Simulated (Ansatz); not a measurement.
Cd$_{16}$Te$_{16}$H (cell charge +1, with a compensating background) (cell with a defect)

```
CELL_PARAMETERS angstrom
6.61926 -6.61926 6.61926
-6.61926 6.61926 6.61926
-6.61926 -6.61926 -6.61926
ATOMIC_POSITIONS crystal
Cd 0.25251 0.00077 0.75129
Cd 0.50247 0.99584 0.50045
Cd 0.73260 0.98175 0.23134
Cd 0.00174 0.25075 0.76950
Cd 0.27033 0.25040 0.50042
Cd 0.00167 0.99583 0.00124
Cd 0.75391 0.50029 0.75520
Cd 0.49913 0.24555 0.24565
Cd 0.74688 0.24554 0.99798
Cd 0.00151 0.55873 0.50041
Cd 0.50401 0.74785 0.74806
Cd 0.25641 0.50021 0.25280
Cd 0.75083 0.75007 0.50050
Cd 0.50092 0.49508 0.99968
Cd 0.00159 0.74991 0.24954
Cd 0.24934 0.74794 0.00292
Te 0.25388 0.99609 0.50040
Te 0.49860 0.99815 0.25044
Te 0.75160 0.99807 0.99737
Te 0.00161 0.21472 0.50044
Te 0.25161 0.24801 0.24749
Te 0.00174 0.99628 0.75276
Te 0.74534 0.49696 0.50043
Te 0.50071 0.24754 0.99957
Te 0.74871 0.24815 0.75045
Te 0.00162 0.49689 0.24422
Te 0.50246 0.74836 0.50042
Te 0.25464 0.50102 0.00349
Te 0.74943 0.74405 0.24823
Te 0.50449 0.50091 0.75329
Te 0.00170 0.74844 0.00133
Te 0.25778 0.75304 0.75664
H 0.00060 0.06822 0.50022
```

All numbers below come from Ansatz 0.2.0, DFT PBE, scalar-relativistic, plane waves, PAW.

**What can the converged valence pseudo-density and electron localisation function tell about the bonding?**

Te–H (1.67 Å): ρ at the midpoint is about 1.1 e/Å³; the ELF climbs to about 1 towards the hydrogen, as it does in any bond to H.
Cd–Te (2.85 Å): the density is about 0.33 e/Å³ at the midpoint; the ELF is about 0.50 at the midpoint and 0.15 at its lowest between the atoms.
Cd–Te (2.85 Å): ρ at the midpoint is about 0.33 e/Å³; the ELF is about 0.50 at the midpoint and 0.15 at its lowest between the atoms.

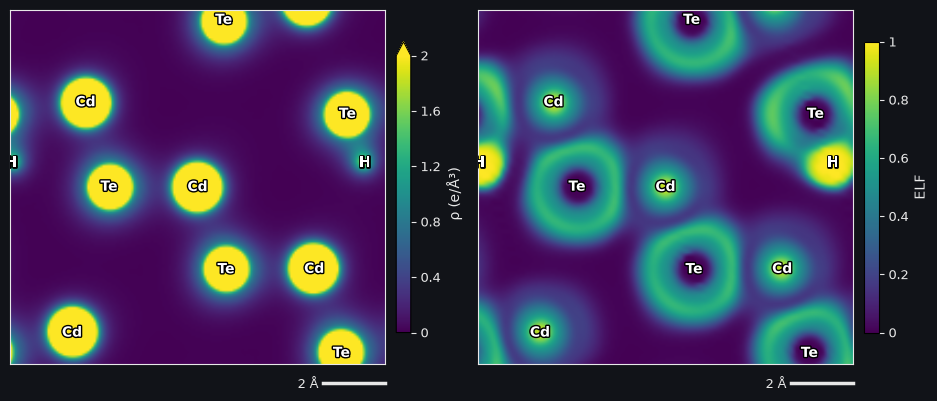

Computed valence pseudo-density and electron localisation function on the (001) plane of the calculation cell, in this order. 

The density is the valence pseudo-density of a PAW calculation; it isn't the true density close to the nuclei.
